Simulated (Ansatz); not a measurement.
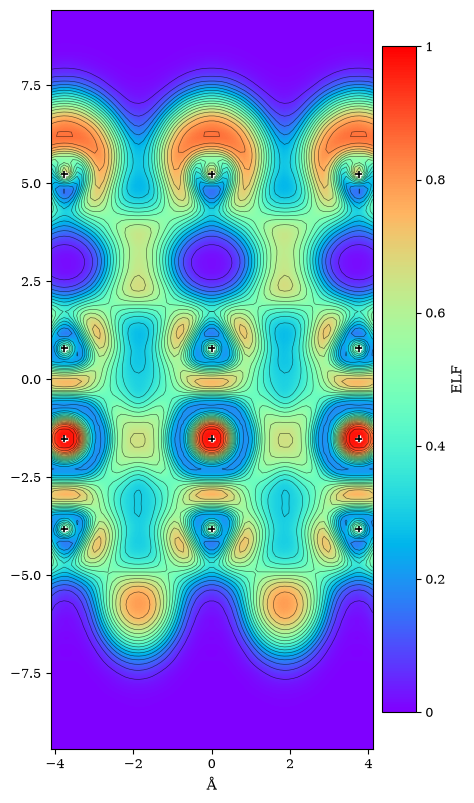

The ELF on a plane through atoms (crosses mark nuclei in the plane).

Level of theory: DFT PBEsol, scalar-relativistic, plane waves, PAW in Ansatz.

Candidates:
A. CoSi2 (slab), a = 3.76 Å, b = 3.76 Å, c = 25.74 Å, α = 90.00°, β = 90.00°, γ = 120.00°. Computed without spin polarisation.
B. ZnCu2SnS4, a = 5.37 Å, b = 5.37 Å, c = 10.75 Å, α = 90.00°, β = 90.00°, γ = 90.00°. Space group I-4; computed without spin polarisation.

### Which candidate gave the map?

Candidate A: CoSi2 on the (100) plane of the calculation cell, a cut from vacuum to vacuum, which holds Si and Co. Co–Si (2.31 Å): the ELF peaks at about 0.75 between the atoms.
